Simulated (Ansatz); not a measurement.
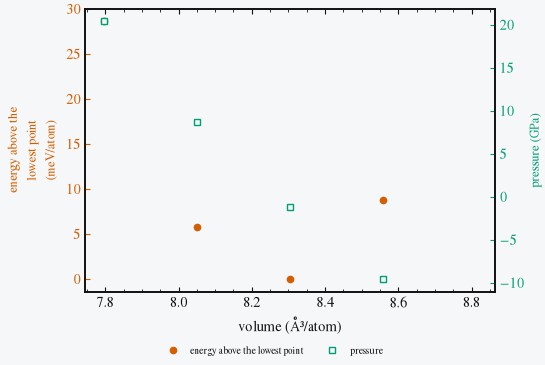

The plot gives the computed energy above the lowest point and pressure against volume for CrO₂, space group Fm-3m (No. 225) (one of a set of cubic test structures, which need not be the stable phase).

Calculation (Ansatz 0.2.0 development build): equation of state of a cubic crystal from periodic Kohn-Sham density functional theory without spin, third-order Birch-Murnaghan fit to the free energies; pressure corrected for the finite basis. Level: r2SCAN.

- structure type: fluorite
- atoms in cell: 3
- space group number: 225
- lattice centring: face-centred primitive
- k mesh: 12×12×12
- occupation method: Fermi–Dirac
- occupation width: 0.1 eV
- wave cutoff: 500 eV
- datasets: soft-1 PAW
- density tolerance: 1e−07 eV
- bands: 17
- density cutoff ratio: 4
- search for lower states: default

The point at volume 8.8129 Å³/atom is left out of the plot. What does the calculation give there?

| volume (Å³/atom) | energy above the lowest point (meV/atom) | pressure (GPa) |
| --- | --- | --- |
| 8.8129 | 29.7 | −16.7 |

Caveats: cubic model structure, not the ambient form; modest k-mesh, values are not fully converged in k; no spin polarisation, a magnetic state may lie lower.
